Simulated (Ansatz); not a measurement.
Consider CaO.

Input

```
crystal:
  lattice:
    - [2.40942861178, 2.40942861178, 0.0]
    - [-2.40942861178, 2.40942861178, 0.0]
    - [0.0, 2.40942861178, 2.39024908055]
  atoms:
    - { symbol: Ca, position: [0.0, 0.0, 0.0] }
    - { symbol: O, position: [0.5, 0.5, 0.0] }
kpoints:
  mp_grid: { grid: [8, 8, 8] }
scf:
  occupations: { method: fixed }
hamiltonian:
  xc: r2scan
  pseudopotentials: { kind: paw }
relax:
  f_tol: 0.002
  max_steps: 80
  cell: { fix: [a, b, gamma] }
output:
  forces: true
  stress: true
  write_density: true
  write_potential: true
  elf: true
  volumetric_format: npy
```

Run with:

```sh
ansatz run input.yaml --threads 1 --pin off --max-ram 3072MiB --backend cpu --events-out ev --progress --plain --runs-dir out
```

Below, planes, directions and counts refer to the conventional cell (a = 3.41 Å, b = 3.41 Å, c = 4.78 Å, α = 90.00°, β = 90.00°, γ = 90.00°).

The fields are those of the relaxed geometry.

Space group I4/mmm; changed on purpose from its base cell (in-plane strain +0.005, out-of-plane length and atoms relaxed by PAW).

All numbers below come from DFT, r2SCAN, PAW with Ansatz's default frozen-core files, scalar-relativistic; relaxation of cell and atoms (Ansatz).

**What can the converged valence pseudo-density and electron localisation function tell about the bonding?**

Ca–O (2.39 Å): ρ at the midpoint is about 0.26 e/Å³; the ELF is about 0.10 at the midpoint (an ionic contact with no shared pair).

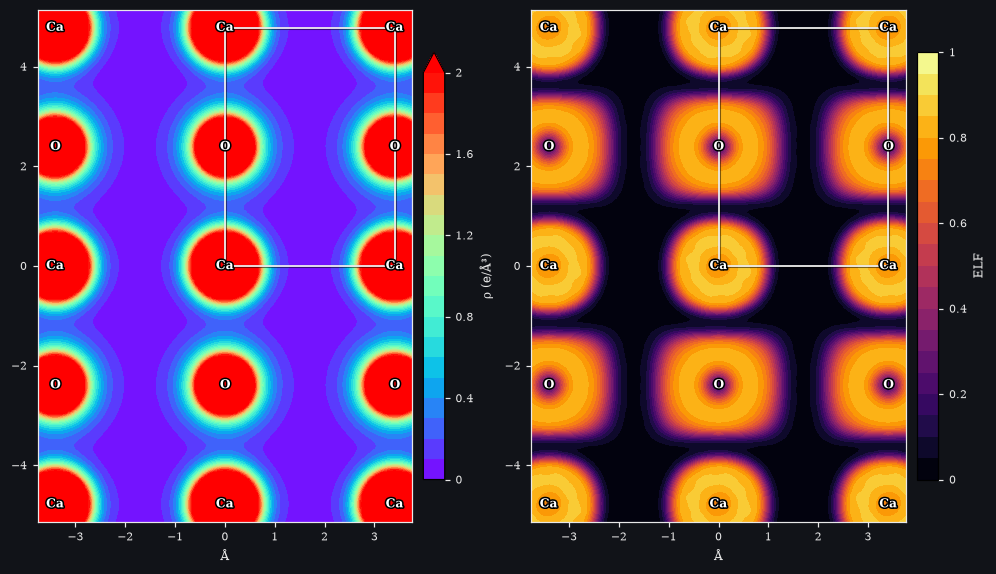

Computed valence pseudo-density and electron localisation function on the (100) plane of the conventional cell, in this order. 

Core electrons are frozen (PAW), and the valence fields are smoothed inside the atomic spheres.
